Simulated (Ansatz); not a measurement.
**What a change does: single-point calculation on Ni**

System: Ni (slab, 4 atoms in the cell).
Method of the first run: DFT, PBE, norm-conserving pseudopotentials, Ansatz's default files, scalar-relativistic, spin-polarised (Ansatz 0.2.0).

Text and figures count atoms from 1; the logs count them from 0 in places.

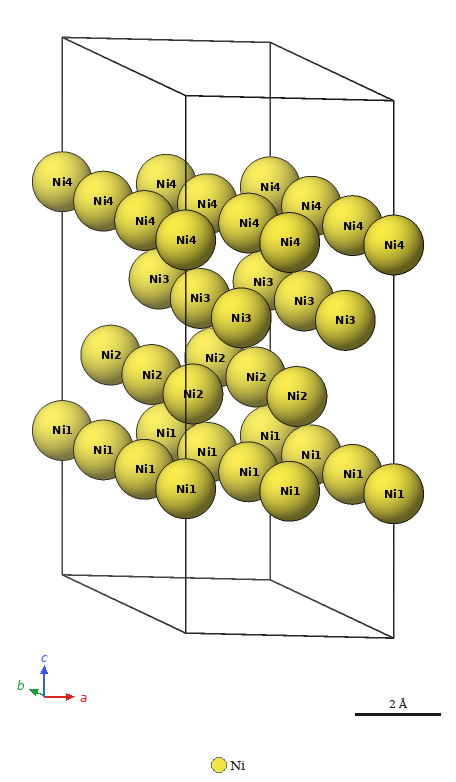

**Figure 1.** The structure as given in the input (spheres-only view of the 2 × 3 repeat of the cell, with the vacuum cut short, seen slightly off an axis; atoms are numbered from 1 in the order of the input).

## Input, the first run
```yaml
crystal:
  lattice:
    - [2.4880369258, 0.0, 0.0]
    - [-1.2440184629, 2.1547031833, 0.0]
    - [0.0, 0.0, 22.0944]
  atoms:
    - { symbol: Ni, position: [0.0, 0.0, 0.3634997682], spin: 1.0 }
    - { symbol: Ni, position: [0.3333333333, 0.6666666667, 0.4542488187], spin: 1.0 }
    - { symbol: Ni, position: [0.6666666667, 0.3333333333, 0.5457515026], spin: 1.0 }
    - { symbol: Ni, position: [0.0, 0.0, 0.6364999099], spin: 1.0 }
magnetization:
  spin_polarized: true
kpoints:
  mp_grid: { grid: [19, 19, 1] }
scf:
  occupations: { method: fermi_dirac, width: 0.05 }
hamiltonian:
  xc: pbe
  pseudopotentials: { kind: nc }
output:
  forces: true
  stress: true
  eigenvalues: true
efield:
  axis: 3
  amplitude: 0
  dipole_correction: true
```

Command:
```bash
ansatz run input.yaml --threads 2 --pin off --max-ram 6144MiB --backend cpu --events-out ev --progress --plain --runs-dir out
```

Hardware: 2 threads of Intel Xeon @ 2.90GHz (Ice Lake), 32 GiB of memory available, shared host.

## Output, shortened to warnings, some set-up lines, iterations and results (the first run)
```
Basis set: ecut = 1400 eV, 14133 PW (Γ), exchange–correlation on 64×64×540 points (8 copies of the dense FFT grid, shifted against one another)
Symmetry: 6 space group operations
k-points: 40 of 361 (time reversal used)
Initial density: superposition of atomic densities (neutral atoms: chi_scale 0, normalization atom)
[...]
SCF iter   1: F=—  HF=-18544.411799 eV  |F-HF|=—  |Δ(HF+E_count)|=         —  Δρ=5.14e-2 (↑2.82e-2 ↓5.14e-2)  dr2=1.08e1  dr2_m=9.71e-1  M=2.570 μB ∫|m|=2.759 μB  β_m=0.30  …
SCF iter   2: F=—  HF=-18543.894133 eV  |F-HF|=—  |Δ(HF+E_count)|=   5.18e-1  Δρ=3.62e-2 (↑2.01e-2 ↓3.62e-2)  dr2=6.84e0  dr2_m=4.48e-1  M=2.600 μB ∫|m|=2.836 μB  β_m=0.30  …
SCF iter   3: F=—  HF=-18543.509118 eV  |F-HF|=—  |Δ(HF+E_count)|=   3.85e-1  Δρ=2.01e-2 (↑2.01e-2 ↓1.84e-2)  dr2=1.01e0  dr2_m=1.33e-1  M=2.908 μB ∫|m|=3.199 μB  β_m=0.30  …
SCF iter   4: F=—  HF=-18543.486296 eV  |F-HF|=—  |Δ(HF+E_count)|=   2.28e-2  Δρ=1.62e-2 (↑1.01e-2 ↓1.62e-2)  dr2=1.43e0  dr2_m=1.02e-1  M=2.671 μB ∫|m|=3.000 μB  β_m=0.30  …
SCF iter   5: F=—  HF=-18543.408787 eV  |F-HF|=—  |Δ(HF+E_count)|=   7.75e-2  Δρ=8.89e-3 (↑6.97e-3 ↓8.89e-3)  dr2=2.14e-1  dr2_m=4.96e-2  M=2.698 μB ∫|m|=3.060 μB  β_m=1.00  …
[... 6 lines ...]
SCF iter  12: F=—  HF=-18543.415099 eV  |F-HF|=—  |Δ(HF+E_count)|=   2.47e-5  Δρ=2.10e-4 (↑5.34e-5 ↓2.10e-4)  dr2=1.76e-5  dr2_m=1.69e-5  M=2.712 μB ∫|m|=3.213 μB  β_m=0.97  …
SCF iter  13: F=—  HF=-18543.415723 eV  |F-HF|=—  |Δ(HF+E_count)|=   6.23e-4  Δρ=7.40e-5 (↑1.27e-5 ↓7.40e-5)  dr2=6.40e-6  dr2_m=1.64e-6  M=2.712 μB ∫|m|=3.214 μB  β_m=0.99  …
SCF iter  14: F=—  HF=-18543.415723 eV  |F-HF|=—  |Δ(HF+E_count)|=   5.18e-7  Δρ=1.54e-5 (↑3.80e-6 ↓1.54e-5)  dr2=1.73e-7  dr2_m=7.56e-8  M=2.712 μB ∫|m|=3.214 μB  β_m=0.99  …
SCF iter  15: F=-18543.415723 eV  HF=-18543.415723 eV  |F-HF|=3.15e-9  |Δ(HF+E_count)|=   6.47e-8  Δρ=4.74e-6 (↑1.83e-6 ↓4.74e-6)  dr2=5.06e-9  dr2_m=1.01e-8  M=2.712 μB …
SCF 1 converged in 15 iterations: F = -18543.415723 eV  dr2 = 5.06e-9
SCF converged after 15 iterations
Magnetization: 2.7123 μB (37.3562 up, 34.6438 down)
Absolute magnetization: 3.2140 μB (∫|ρ↑−ρ↓|)
Spin contamination: 0.0523 ħ² per cell (⟨S²⟩ above its minimum at these occupations)
Per-site moments (μB) at R_I (Å): [(0.7223170252338154, 1.0174336814447564), (0.7393455540013848, 1.0174336814447564), (0.7393433474273738, 1.017428916105515), (0.7223185710129242, 1.017428916105515)]
Free energy (F): -18543.415723 eV
Harris-Foulkes:  -18543.415723 eV  (|F-HF|=3.15e-9)
Internal energy: -18543.358422 eV  (E = F + TS)
E sigma→0 (E₀):  -18543.387073 eV
Entropy (-TS):   -0.057301 eV (-14.325 meV/atom)
Fermi energy:    3.593871 eV
Dipole field:    D = -0.000012 V/Å  (p = -0.000008 e·Å, saw-weighted, corrected)
Work function:   Φ+ = 5.0526 eV   Φ− = 5.0522 eV
Levels:          The Fermi level and band energies are counted from a zero that moves with the ramp; work functions are not
--- Per-component energies (eV) ---
  E_band       = -2181.024710
  E_kinetic    = 9135.069936
  E_local      = -148283.518633  (includes V_loc(G=0)·N_el)
  E_nonlocal   = -4004.523179
  E_hartree    = 71718.244540
  E_xc         = -2374.274388
  E_vxc        = -2464.555821  (∫ρ·V_xc dr)
  E_efield     = 0.000000  (sawtooth field / dipole correction)
  E_vefield    = 0.000000  (∫n·V_field dr)
  E_ewald      = 55265.643301
  E_smearing   = -0.057301  (= −TS)
  E_closure    = 0.000000  (closes the sum)
  Σ components = -18543.415723   (vs F -18543.415723, Δ=0.00e0)
--- Forces (eV/Å), atoms counted from 1 ---
  atom   1  Ni     0.00000000    -0.00000000     0.00022846
  atom   2  Ni     0.00000000    -0.00000000    -0.00613534
  atom   3  Ni     0.00000000     0.00000000     0.00605710
  atom   4  Ni     0.00000000     0.00000000    -0.00014784
  max |Σ_I F_I| component: 2.38e-6 eV/Å
--- Stress (GPa, compression-positive) ---
       -1.978972       0.000000      -0.000000
       -0.000000      -1.978972      -0.000000
       -0.000000      -0.000000       0.015809
  P = ⅓ Tr σ = -1.3140 GPa (-13.140 kbar)
```

For the second run the input was changed thus:
```diff
-  pseudopotentials: { kind: nc }
+  pseudopotentials: { kind: all_electron, datasets: crystal }
```

Predict how the results change.

The total energies belong to different models, so their difference says nothing on which is more stable or more accurate. The net moment of the cell goes from 2.71 to 2.66 μB. The SCF takes 17 iterations against 15. The plane waves at Γ go from 14133 to 1577. The two runs start from different initial densities, which also moves the count.

## Output, shortened to warnings, some set-up lines, iterations and results (the second run)
```
Basis set: ecut = 320 eV, 1577 PW (Γ), exchange–correlation on 30×30×270 points (8 copies of the dense FFT grid, shifted against one another)
Symmetry: 6 space group operations
k-points: 40 of 361 (time reversal used)
Initial density: read from a saved state, or passed on in memory by an earlier SCF of this step, an earlier step, the calling program or the single point that the run made first
[...]
SCF iter   1: F=—  HF=-165530.343135 eV  |F-HF|=—  |Δ(HF+E_count)|=         —  Δρ=9.50e-3 (↑9.50e-3 ↓6.51e-3)  dr2=7.36e-2  dr2_m=3.51e-3  M=2.644 μB ∫|m|=3.062 μB  β_m=1.20  …
SCF iter   2: F=—  HF=-165530.224814 eV  |F-HF|=—  |Δ(HF+E_count)|=   1.18e-1  Δρ=1.42e-2 (↑1.05e-2 ↓1.42e-2)  dr2=4.67e-1  dr2_m=5.93e-3  M=2.729 μB ∫|m|=3.162 μB  β_m=0.31  …
SCF iter   3: F=—  HF=-165530.182717 eV  |F-HF|=—  |Δ(HF+E_count)|=   4.21e-2  Δρ=8.43e-3 (↑6.44e-3 ↓8.43e-3)  dr2=2.37e-1  dr2_m=3.46e-3  M=2.698 μB ∫|m|=3.135 μB  β_m=0.54  …
SCF iter   4: F=—  HF=-165530.175125 eV  |F-HF|=—  |Δ(HF+E_count)|=   7.59e-3  Δρ=5.45e-3 (↑3.19e-3 ↓5.45e-3)  dr2=2.03e-1  dr2_m=2.18e-3  M=2.684 μB ∫|m|=3.124 μB  β_m=0.53  …
SCF iter   5: F=—  HF=-165530.169739 eV  |F-HF|=—  |Δ(HF+E_count)|=   5.39e-3  Δρ=4.48e-3 (↑1.49e-3 ↓4.48e-3)  dr2=2.64e-2  dr2_m=7.02e-3  M=2.664 μB ∫|m|=3.100 μB  β_m=0.46  …
[... 8 lines ...]
SCF iter  14: F=—  HF=-165530.173178 eV  |F-HF|=—  |Δ(HF+E_count)|=   6.91e-8  Δρ=6.64e-6 (↑2.15e-6 ↓6.64e-6)  dr2=1.88e-7  dr2_m=6.98e-9  M=2.659 μB ∫|m|=3.093 μB  β_m=0.84  …
SCF iter  15: F=—  HF=-165530.173178 eV  |F-HF|=—  |Δ(HF+E_count)|=   1.42e-8  Δρ=7.45e-6 (↑2.29e-6 ↓7.45e-6)  dr2=2.83e-7  dr2_m=9.31e-9  M=2.659 μB ∫|m|=3.093 μB  β_m=0.84  …
SCF iter  16: F=—  HF=-165530.173178 eV  |F-HF|=—  |Δ(HF+E_count)|=   7.83e-9  Δρ=7.34e-6 (↑2.64e-6 ↓7.34e-6)  dr2=1.88e-7  dr2_m=7.60e-9  M=2.659 μB ∫|m|=3.093 μB  β_m=0.57  …
SCF iter  17: F=-165530.173178 eV  HF=-165530.173178 eV  |F-HF|=4.11e-8  |Δ(HF+E_count)|=   1.15e-8  Δρ=2.83e-6 (↑8.99e-7 ↓2.83e-6)  dr2=3.67e-8  dr2_m=1.06e-9  M=2.659 μB …
SCF 1 converged in 17 iterations: F = -165530.173178 eV  dr2 = 3.67e-8
  Residual-converged pass: ⟨swp⟩=2.7  Hψ=5325  notcnv=0  max |occ|·‖R‖ = 6.7e-6 eV (tolerance 6.7e-6 eV)  dr2=3.67e-8  dr2_m=1.06e-9  dr2_onsite=1.77e-8  max |Δocc| = 2.7e-11
SCF converged after 17 iterations
Magnetization: 2.6589 μB (37.3294 up, 34.6706 down)
Absolute magnetization: 3.0929 μB (∫|ρ↑−ρ↓|)
Spin contamination: -0.3411 ħ² per cell (⟨S²⟩ above its minimum at these occupations)
Per-site moments (μB) at R_I (Å): [(0.699951347986925, 1.0174336814447564), (0.7205379458352928, 1.0174336814447564), (0.7205389647185408, 1.017428916105515), (0.699955215563047, 1.017428916105515)]
Free energy (F): -165530.173178 eV
Harris-Foulkes:  -165530.173178 eV  (|F-HF|=4.11e-8)
Internal energy: -165530.117745 eV  (E = F + TS)
E sigma→0 (E₀):  -165530.145462 eV
Entropy (-TS):   -0.055433 eV (-13.858 meV/atom)
Past the cutoff: the bands carry plane waves up to 1.75 times it, of which those up to 1.5 times it add -0.000615 eV an atom, each by itself; the spheres take 0.000309 eV an atom off the energy for waves past 1.75 times it
By the cutoff:   a pressure is off by up to 0.006 GPa (1.2 times the spheres' own share and the shells' term, over an atom's volume, and 0.004 GPa: a bound that held against runs at twice the plane waves)
Past the cutoffs: a stress includes -0.0007 GPa for waves and charges beyond them, in addition to the slope of what the spheres take
In the spheres:  the bands' charges fall short by 1.2e-6 e at most (sound up to 1e-3)
Fermi energy:    3.590882 eV
Dipole field:    D = 0.000008 V/Å  (p = 0.000005 e·Å, saw-weighted, corrected)
Work function:   Φ+ = 5.0586 eV   Φ− = 5.0588 eV
Levels:          The Fermi level and band energies are counted from a zero that moves with the ramp; work functions are not
--- Per-component energies (eV) ---
  E_band       = -2178.467302
  E_kinetic    = 499.255174
  E_local      = -140796.237947  (includes V_loc(G=0)·N_el)
  E_nonlocal   = -3630.016196
  E_hartree    = 70071.096862
  E_xc         = -155.457756
  E_vxc        = -202.658431  (∫ρ·V_xc dr)
  E_paw        = -170687.483661  (= ΣΔE_a)
  E_vpaw       = -22094.126528  (= ΣTr[D̂ρ^β])
  E_efield     = 0.000000  (sawtooth field / dipole correction)
  E_vefield    = -0.000000  (∫n·V_field dr)
  E_ewald      = 55265.643301
  E_smearing   = -0.055433  (= −TS)
  E_closure    = 23903.082477  (closes the sum)
  Σ components = -165530.173178   (vs F -165530.173178, Δ=2.91e-11)
  The terms above E_closure are by the made datasets' own strengths, without shells solved beside the bands.
--- Forces (eV/Å), atoms counted from 1 ---
  atom   1  Ni     0.00000000    -0.00000000    -0.00269410
  atom   2  Ni     0.00000000    -0.00000000     0.00278007
  atom   3  Ni     0.00000000     0.00000000    -0.00287723
[...]
```

## The two runs side by side

```tsv
quantity	the first run	the second run
outcome	converged	converged
free energy per atom (eV)	−4635.8539	−41382.5433
energy per atom, smearing taken to zero (eV)	−4635.8468	−41382.5364
net moment of the cell (μB)	2.71	2.66
absolute moment of the cell (μB)	3.21	3.09
largest force (eV/Å)	0.006	0.003
SCF iterations	15	17
irreducible k-points	40	40
plane waves at Γ	14133	1577
wall time (shared host)	1.7 min	2.3 min
```
